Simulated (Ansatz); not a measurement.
**Geometry relaxation of Al (part 1 of 2)**

The run: geometry relaxation of Al (interface cell, 22 atoms in the cell). Method and program: DFT PBE, scalar-relativistic, plane waves, PAW, no spin polarisation (Ansatz 0.2.0).

The structure derives from an entry of the Crystallography Open Database. It belongs to a series of runs on one base structure; here: symmetric tilt boundary Sigma 11 (3 1 1), mirror on a plane, shift [0, 0]. Figures and captions count atoms from 1; the log counts them from 0 in places.

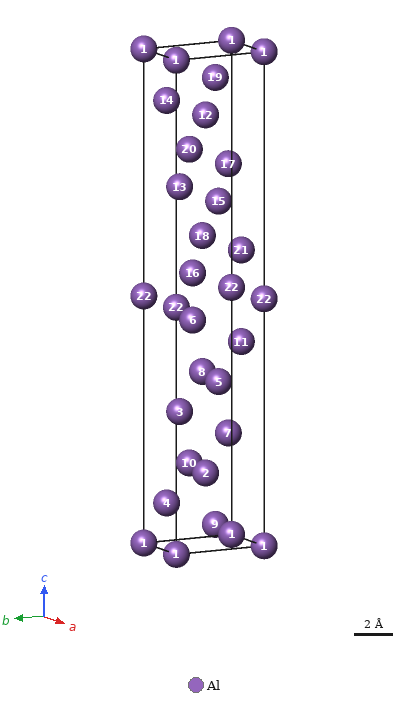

**Figure 1.** The starting structure (spheres-only view of the cell of the calculation, seen at an oblique angle; atoms are numbered from 1 in the order of the input). An atom can appear more than once, as a periodic image.

Results in brief:

- outcome: converged
- electrons treated: 66
- free energy: −11824.7961 eV
- Fermi energy: 7.842 eV
- gap on the k-point mesh: none (metallic)
- final volume: 365.95 Å³
- largest force (length of the vector) at the end: 0.008 eV/Å
- hardware: 4 threads of AMD EPYC (Zen 5), 32 GiB of memory available, shared host
- wall time: 70 s (CPU time 4.6 min)
- peak memory: 1.9 GiB

Input:
```yaml
crystal:
  lattice:
    - [2.857741536, 0.0, 0.0]
    - [-1.428870768, 4.7390282114, 0.0]
    - [0.0, 0.0, 27.1079918758]
  atoms:
    - { symbol: Al, position: [0.0, 0.0, 0.0] }
    - { symbol: Al, position: [0.1818181818, 0.3636363636, 0.1348545209] }
    - { symbol: Al, position: [0.3636363636, 0.7272727273, 0.2697090417] }
    - { symbol: Al, position: [0.4545454545, 0.9090909091, 0.0899030139] }
    - { symbol: Al, position: [0.0909090909, 0.1818181818, 0.3146605487] }
    - { symbol: Al, position: [0.2727272727, 0.5454545455, 0.4495150695] }
    - { symbol: Al, position: [0.6363636364, 0.2727272727, 0.2247575348] }
    - { symbol: Al, position: [0.8181818182, 0.6363636364, 0.3596120556] }
    - { symbol: Al, position: [0.7272727273, 0.4545454545, 0.044951507] }
    - { symbol: Al, position: [0.9090909091, 0.8181818182, 0.1798060278] }
    - { symbol: Al, position: [0.5454545455, 0.0909090909, 0.4045635626] }
    - { symbol: Al, position: [0.1818181818, 0.3636363636, 0.8596120556] }
    - { symbol: Al, position: [0.3636363636, 0.7272727273, 0.7247575348] }
    - { symbol: Al, position: [0.4545454545, 0.9090909091, 0.9045635626] }
    - { symbol: Al, position: [0.0909090909, 0.1818181818, 0.6798060278] }
    - { symbol: Al, position: [0.2727272727, 0.5454545455, 0.544951507] }
    - { symbol: Al, position: [0.6363636364, 0.2727272727, 0.7697090417] }
    - { symbol: Al, position: [0.8181818182, 0.6363636364, 0.6348545209] }
    - { symbol: Al, position: [0.7272727273, 0.4545454545, 0.9495150695] }
    - { symbol: Al, position: [0.9090909091, 0.8181818182, 0.8146605487] }
    - { symbol: Al, position: [0.5454545455, 0.0909090909, 0.5899030139] }
    - { symbol: Al, position: [0.0, 0.0, 0.5] }
basis:
  ecutwfc: 420
kpoints:
  mp_grid: { grid: [12, 12, 2] }
hamiltonian:
  xc: pbe
scf:
  occupations: { method: gaussian, width: 0.1 }
output:
  forces: true
  stress: true
  eigenvalues: true
  populations: true
  write_density: true
  write_potential: true
  elf: true
  volumetric_format: npy
relax:
  adjacent_minimum: "off"
  f_tol: 0.02
  max_steps: 60
  cell: { fix: [a, b, alpha, beta, gamma], stress_tol: 0.1 }
```

Run as:
```bash
ansatz run input.yaml --threads 4 --pin off --max-ram 11264MiB --backend cpu --events-out ev --progress --plain --runs-dir out
```

The program's output:
```
Engine: ansatz 0.2.0, x86_64-unknown-linux-gnu
Pseudopotentials: kind: paw
Pseudopotential: Al, paw, valence charge 3, recommended cutoff 420 eV (normal), Al.paw.azcp
Functional definition: PBE
  parameter kappa = 0.804
  parameter beta = 0.06672455060314922
  exchange = pbe_x(kappa = kappa, mu = beta*pi^2/3)
  correlation = pbe_c(beta = beta)
Crystal: 22 atoms, lattice volume = 367.121 Å³
Basis set: ecut = 420 eV, 7229 PW (Γ), exchange–correlation on 40×72×384 points (8 copies of the dense FFT grid, shifted against one another)
Bands: 55, of which v1, the nominal top of the filled ones, is band 33 counted from 1 (32 counted from 0)
Symmetry: 4 space group operations
Space group: Cmc21 (ITA 36), of the structure as read, at distance tolerance 7.2e-5 Å
k-points: 86 of 288
Non-local potential: Al, projectors of the file, l = 0: 2, l = 1: 2, l = 2: 1
PAW form: soft (Blöchl's): semilocal exchange-correlation on the pseudo side does not see the compensation charge
PAW one-centre angular grid: Al, 110 points (default); XC on 64 Gauss nodes
Initial density: superposition of atomic densities (neutral atoms: chi_scale 0, normalization atom), corrected by the library's trained network
Initial wavefunctions: pseudopotential atomic-orbital guess
Functional: x = pbe(κ = 0.804, μ = 0.2195149727645171), c = pbe(β = 0.06672455060314922)
SCF iter   1: F=—  HF=-11824.716489 eV  |F-HF|=—  |Δ(HF+E_count)|=         —  Δρ=8.77e-4  dr2=2.77e-2  ethr=1.77e-3  ⟨swp⟩=7.3  Hψ=24055  notcnv=0  defer=118
preconditioner: auto → Kerker (q_TF=auto, 2.050 Å⁻¹)  [metal: Δε(μ)=0.008 eV  Ē_g=6.889 eV  σ=0.100 eV  W_gap=0.05  n_scr=42 (ndim 8)  ℏωp=15.7 eV  f_vac=0.000  D(μ)=9.66/eV (n_scr^D=48)]
SCF iter   2: F=—  HF=-11824.716817 eV  |F-HF|=—  |Δ(HF+E_count)|=   3.28e-4  Δρ=4.93e-4  dr2=6.51e-3  ethr=4.19e-5  ⟨swp⟩=1.0  Hψ=5514  notcnv=0  defer=142
SCF iter   3: F=—  HF=-11824.716638 eV  |F-HF|=—  |Δ(HF+E_count)|=   1.79e-4  Δρ=7.59e-5  dr2=2.40e-5  ethr=9.86e-6  ⟨swp⟩=1.3  Hψ=3676  notcnv=0  defer=142
SCF iter   4: F=—  HF=-11824.716703 eV  |F-HF|=—  |Δ(HF+E_count)|=   6.50e-5  Δρ=1.75e-5  dr2=2.57e-6  ethr=3.63e-8  ⟨swp⟩=2.4  Hψ=6346  notcnv=0  defer=142
SCF iter   5: F=—  HF=-11824.716703 eV  |F-HF|=—  |Δ(HF+E_count)|=   2.42e-7  Δρ=2.77e-6  dr2=1.37e-7  ethr=3.89e-9  ⟨swp⟩=1.6  Hψ=4030  notcnv=0  defer=142
SCF iter   6: F=-11824.716703 eV  HF=-11824.716703 eV  |F-HF|=5.24e-10  |Δ(HF+E_count)|=   6.67e-9  Δρ=5.77e-7  dr2=1.74e-9  ethr=1.52e-10  ⟨swp⟩=15.3  Hψ=30743  notcnv=0
SCF 1 converged in 6 iterations: F = -11824.716703 eV  dr2 = 1.74e-9
  greatest PAW one-centre occupation: 0.455 electrons in one spin orbital (limit 2), on the Al atom at site 15 (counted from 0), in its partial waves of l = 0
relax step   1: F+E_penalty+E_count = -11824.71670274 eV  Δ(F+E_penalty+E_count) = +0.000e0 eV  max|allowed force component| = 5.138e-1 eV/Å  Δτ_max = 0.0000 Å  P = -0.084 GPa  Ω = 367.121 Å³  fix = [a, b, alpha, beta, gamma]  reactions: a +0.214, b -0.564 GPa; gamma +0.235 GPa/rad  (6 SCF iters, dr2 threshold 1.00e-7 eV, accepted)
Crystal: 22 atoms, lattice volume = 365.267 Å³
Basis set: ecut = 420 eV, 7153 PW (Γ), exchange–correlation on 40×72×384 points (8 copies of the dense FFT grid, shifted against one another)
Initial density: handed on by an earlier stage of this run
Initial wavefunctions: those handed on with the density
iter 1 solved again at ethr=2.13e-4 eV; its pass at ethr=3.10e-3 eV (dr2=1.41e-1 eV) is discarded
SCF iter   1: F=—  HF=-11824.814489 eV  |F-HF|=—  |Δ(HF+E_count)|=         —  Δρ=2.43e-3  dr2=1.43e-1  ethr=2.13e-4  ⟨swp⟩=2.7  Hψ=23998  notcnv=0  defer=12
preconditioner: auto → Kerker (q_TF=auto, 2.051 Å⁻¹)  [metal: Δε(μ)=0.012 eV  Ē_g=6.910 eV  σ=0.100 eV  W_gap=0.07  n_scr=42 (ndim 8)  ℏωp=15.8 eV  f_vac=0.000  D(μ)=9.67/eV (n_scr^D=48)]
SCF iter   2: F=—  HF=-11824.798420 eV  |F-HF|=—  |Δ(HF+E_count)|=   1.61e-2  Δρ=1.38e-3  dr2=3.84e-2  ethr=2.13e-4  ⟨swp⟩=1.0  Hψ=4761  notcnv=0
SCF iter   3: F=—  HF=-11824.792052 eV  |F-HF|=—  |Δ(HF+E_count)|=   6.37e-3  Δρ=1.61e-4  dr2=1.03e-4  ethr=5.82e-5  ⟨swp⟩=2.0  Hψ=6091  notcnv=0
SCF iter   4: F=—  HF=-11824.792269 eV  |F-HF|=—  |Δ(HF+E_count)|=   2.17e-4  Δρ=3.37e-5  dr2=3.82e-6  ethr=1.55e-7  ⟨swp⟩=2.3  Hψ=7322  notcnv=0
SCF iter   5: F=-11824.792269 eV  HF=-11824.792269 eV  |F-HF|=2.43e-8  |Δ(HF+E_count)|=   2.23e-7  Δρ=3.76e-6  dr2=6.51e-8  ethr=3.33e-9  ⟨swp⟩=17.3  Hψ=36927  notcnv=0
SCF 2 converged in 5 iterations: F = -11824.792269 eV  dr2 = 6.51e-8
  greatest PAW one-centre occupation: 0.455 electrons in one spin orbital (limit 2), on the Al atom at site 18 (counted from 0), in its partial waves of l = 0
relax step   2: F+E_penalty+E_count = -11824.79226889 eV  Δ(F+E_penalty+E_count) = -7.557e-2 eV  max|allowed force component| = 7.607e-2 eV/Å  Δτ_max = 0.0891 Å  P = +0.231 GPa  Ω = 365.267 Å³  energy of the carried Pulay correction = +8.021e-4 eV  fix = [a, b, alpha, beta, gamma]  reactions: a +0.534, b -0.148 GPa; gamma +0.206 GPa/rad  (5 SCF iters, dr2 threshold 2.20e-6 eV, accepted)
Crystal: 22 atoms, lattice volume = 365.945 Å³
Basis set: ecut = 420 eV, 7177 PW (Γ), exchange–correlation on 40×72×384 points (8 copies of the dense FFT grid, shifted against one another)
iter 1 solved again at ethr=1.99e-5 eV; its pass at ethr=3.10e-3 eV (dr2=1.31e-2 eV) is discarded
SCF iter   1: F=—  HF=-11824.797531 eV  |F-HF|=—  |Δ(HF+E_count)|=         —  Δρ=5.60e-4  dr2=1.30e-2  ethr=1.99e-5  ⟨swp⟩=1.2  Hψ=18825  notcnv=0
preconditioner: auto → Kerker (q_TF=auto, 2.051 Å⁻¹)  [metal: Δε(μ)=0.002 eV  Ē_g=6.901 eV  σ=0.100 eV  W_gap=0.01  n_scr=42 (ndim 8)  ℏωp=15.8 eV  f_vac=0.000  D(μ)=9.74/eV (n_scr^D=48)]
SCF iter   2: F=—  HF=-11824.796711 eV  |F-HF|=—  |Δ(HF+E_count)|=   8.20e-4  Δρ=3.20e-4  dr2=3.21e-3  ethr=1.97e-5  ⟨swp⟩=1.0  Hψ=4730  notcnv=0
SCF iter   3: F=—  HF=-11824.796404 eV  |F-HF|=—  |Δ(HF+E_count)|=   3.07e-4  Δρ=4.36e-5  dr2=8.06e-6  ethr=4.87e-6  ⟨swp⟩=1.0  Hψ=4757  notcnv=0
SCF iter   4: F=—  HF=-11824.796563 eV  |F-HF|=—  |Δ(HF+E_count)|=   1.59e-4  Δρ=1.03e-5  dr2=1.58e-6  ethr=5.48e-10  ⟨swp⟩=17.6  Hψ=41670  notcnv=0
SCF iter   5: F=-11824.796563 eV  HF=-11824.796563 eV  |F-HF|=1.35e-7  |Δ(HF+E_count)|=   1.96e-7  Δρ=2.42e-6  dr2=1.49e-7  ethr=5.48e-10  ⟨swp⟩=7.8  Hψ=22300  notcnv=0
SCF 3 converged in 5 iterations: F = -11824.796563 eV  dr2 = 1.49e-7
  greatest PAW one-centre occupation: 0.454 electrons in one spin orbital (limit 2), on the Al atom at site 18 (counted from 0), in its partial waves of l = 0
relax step   3: F+E_penalty+E_count = -11824.79656293 eV  Δ(F+E_penalty+E_count) = -4.294e-3 eV  max|allowed force component| = 8.166e-3 eV/Å  Δτ_max = 0.0138 Å  P = +0.080 GPa  Ω = 365.945 Å³  energy of the carried Pulay correction = +5.082e-4 eV  fix = [a, b, alpha, beta, gamma]  reactions: a +0.436, b -0.251 GPa; gamma +0.207 GPa/rad  (5 SCF iters, dr2 threshold 3.62e-7 eV, accepted)
Initial wavefunctions: pseudopotential atomic-orbital guess (no wavefunctions were taken with the density)
iter 1 solved again at ethr=4.37e-8 eV; its pass at ethr=3.10e-3 eV (dr2=2.89e-5 eV) is discarded
SCF iter   1: F=—  HF=-11824.795921 eV  |F-HF|=—  |Δ(HF+E_count)|=         —  Δρ=5.02e-6  dr2=1.68e-7  ethr=4.37e-8  ⟨swp⟩=3.3  Hψ=36405  notcnv=0  defer=2
preconditioner: auto → Kerker (q_TF=auto, 2.051 Å⁻¹)  [metal: Δε(μ)=0.003 eV  Ē_g=6.901 eV  σ=0.100 eV  W_gap=0.02  n_scr=42 (ndim 8)  ℏωp=15.8 eV  f_vac=0.000  D(μ)=9.73/eV (n_scr^D=48)]
SCF iter   2: F=—  HF=-11824.796073 eV  |F-HF|=—  |Δ(HF+E_count)|=   1.52e-4  Δρ=2.26e-6  dr2=4.74e-8  ethr=2.54e-10  ⟨swp⟩=2.0  Hψ=7674  notcnv=0  defer=1
SCF iter   3: F=—  HF=-11824.796073 eV  |F-HF|=—  |Δ(HF+E_count)|=   5.70e-9  Δρ=7.69e-7  dr2=4.66e-9  ethr=7.19e-11  ⟨swp⟩=1.1  Hψ=4896  notcnv=0  defer=1
SCF iter   4: F=-11824.796073 eV  HF=-11824.796073 eV  |F-HF|=1.46e-11  |Δ(HF+E_count)|=  6.49e-10  Δρ=1.05e-7  dr2=4.45e-11  ethr=1.33e-12  ⟨swp⟩=12.7  Hψ=24557  notcnv=0
SCF 4 converged in 4 iterations: F = -11824.796073 eV  dr2 = 4.45e-11
relax step   4: F+E_penalty+E_count = -11824.79607305 eV  Δ(F+E_penalty+E_count) = +4.899e-4 eV  max|allowed force component| = 8.087e-3 eV/Å  Δτ_max = 0.0000 Å  P = +0.078 GPa  Ω = 365.945 Å³  fix = [a, b, alpha, beta, gamma]  reactions: a +0.436, b -0.252 GPa; gamma +0.207 GPa/rad  stress off target by 5.13e-2 GPa on what of the cell is left free  SCF on the basis re-selected at this cell (its energy is not comparable with the rows above)  (4 SCF iters)
```

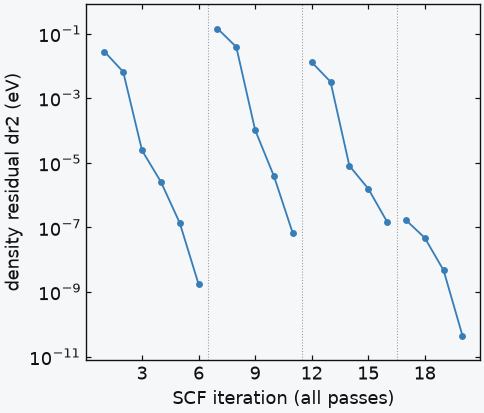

**Figure 2.** Convergence of the self-consistent field: density residual dr2 against the SCF iteration. The dotted lines part the SCF passes of the relaxation: geometry steps, rejected trials and re-solves on a re-selected basis. The passes take 6, 5, 5 and 4 iterations.

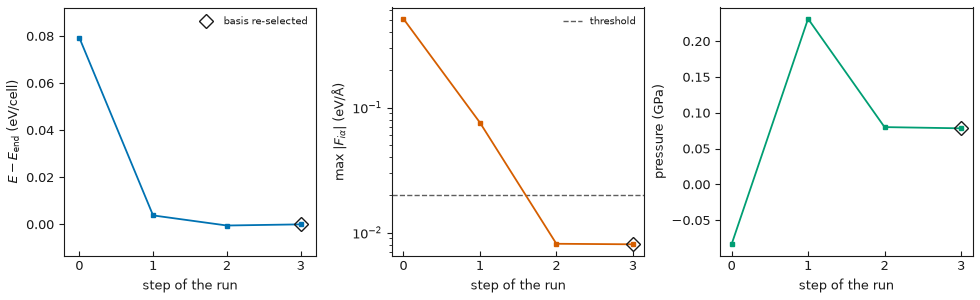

**Figure 3.** Progress of the relaxation, step by step (the first geometry is step 0 here and step 1 in the log).

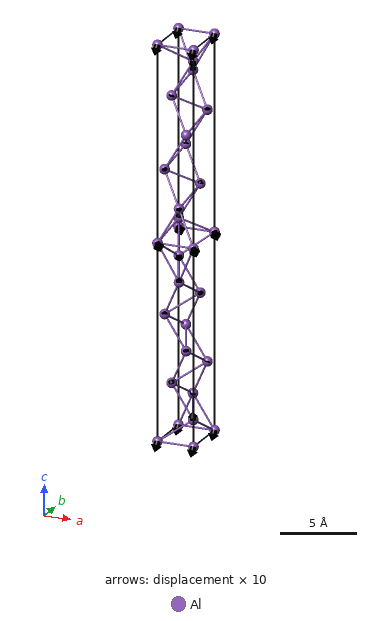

**Figure 4.** The starting structure with the displacements (without the part carried along by the change of the cell) as black arrows, magnified 10 times (ball-and-stick view of the cell of the calculation, seen slightly off an axis). The largest moves relative to the cell, 0.077 Å, are those of Al1 and Al22. The volume changes by −0.3 %, with a stays at 2.858 Å, b stays at 4.950 Å, c 27.108 → 27.021 Å (−0.3 %). Distances before and after: Al11–Al22 2.987 → 2.886 Å, Al6–Al16 2.587 → 2.682 Å, Al16–Al22 2.858 → 2.931 Å, Al1–Al19 2.925 → 2.887 Å. Over 2 geometry steps the energy falls by 79.9 meV per cell of the calculation. Largest force component: 0.51 eV/Å at the start, 0.0081 eV/Å at the end. Pressure: −0.08 GPa at the start and 0.08 GPa at the end. A last SCF at the same geometry on a re-selected plane-wave basis shifts the energy by +0.5 meV per cell of the calculation. (Atoms are counted from 1 in the order of the input.)

```
basis re-selected at this cell: Δ(F+E_penalty+E_count) = +4.899e-4 eV, ΔP = -0.002 GPa vs the last step (what re-selecting the basis moved, of the pressure what is left beyond the Pulay correction that the steps carried, after the strain that the cell walked since its last selection, with what the two solves' SCF thresholds leave and, on support functions, any second-order correction that the steps lacked; it is no measure of the basis error at this ecutwfc). This SCF's stress stands 5.13e-2 GPa from its target on what of the cell is left free (relax.cell.stress_tol is 1.00e-1 GPa) and its largest allowed force component is 8.09e-3 eV/Å (relax.f_tol is 2.00e-2 eV/Å): within both
SCF converged after 4 iterations
Free energy (F): -11824.796073 eV
Harris-Foulkes:  -11824.796073 eV  (|F-HF|=1.46e-11)
Internal energy: -11824.747431 eV  (E = F + TS)
E sigma→0 (E₀):  -11824.771752 eV
Entropy (-TS):   -0.048642 eV (-2.211 meV/atom)
Fermi energy:    7.841845 eV
--- Per-component energies (eV) ---
  E_band       = 227.489639
  E_kinetic    = 499.245123
  E_local      = 208.225081  (includes V_loc(G=0)·N_el)
  E_nonlocal   = 227.618158
  E_hartree    = 4.469678
  E_xc         = -873.307285
  E_vxc        = -635.969338  (∫ρ·V_xc dr)
  E_paw        = -10281.446378  (= ΣΔE_a)
  E_vpaw       = -80.568690  (= ΣTr[D̂ρ^β])
  E_aug_tail   = -0.000048  (compensation charges beyond the density's cutoff)
  E_ewald      = -1609.551761
  E_smearing   = -0.048642  (= −TS)
  E_closure    = 0.000000  (closes the sum)
  Σ components = -11824.796073   (vs F -11824.796073, Δ=0.00e0)
--- Forces (eV/Å), atoms counted from 1 ---
  atom   1  Al     0.00000000     0.00441404     0.00194668
  atom   2  Al     0.00000000    -0.00031212     0.00733870
  atom   3  Al     0.00000000     0.00181501    -0.00108582
  atom   4  Al     0.00000000    -0.00149194     0.00154981
  atom   5  Al     0.00000000    -0.00029246     0.00120344
  atom   6  Al     0.00000000     0.00256272    -0.00323261
  atom   7  Al     0.00000000    -0.00260023    -0.00031006
  atom   8  Al     0.00000000     0.00168693    -0.00808715
  atom   9  Al     0.00000000    -0.00031123     0.00343858
  atom  10  Al     0.00000000     0.00086038    -0.00144547
  atom  11  Al     0.00000000     0.00171370    -0.00131629
  atom  12  Al     0.00000000    -0.00168693    -0.00808715
  atom  13  Al     0.00000000     0.00260023    -0.00031006
  atom  14  Al     0.00000000    -0.00171370    -0.00131629
  atom  15  Al     0.00000000    -0.00086038    -0.00144547
  atom  16  Al     0.00000000     0.00031123     0.00343858
  atom  17  Al     0.00000000    -0.00181501    -0.00108582
  atom  18  Al     0.00000000     0.00031212     0.00733870
  atom  19  Al     0.00000000    -0.00256272    -0.00323261
  atom  20  Al     0.00000000     0.00029246     0.00120344
  atom  21  Al     0.00000000     0.00149194     0.00154981
  atom  22  Al     0.00000000    -0.00441404     0.00194668
  max |Σ_I F_I| component: 3.51e-7 eV/Å
--- Stress (GPa, compression-positive) ---
        0.472096       0.000000       0.000000
        0.000000      -0.288202       0.000000
        0.000000       0.000000       0.051261
  P = ⅓ Tr σ = 0.0784 GPa (0.784 kbar)
--- Band table (eV; the first three rows and the last of 86) ---
```
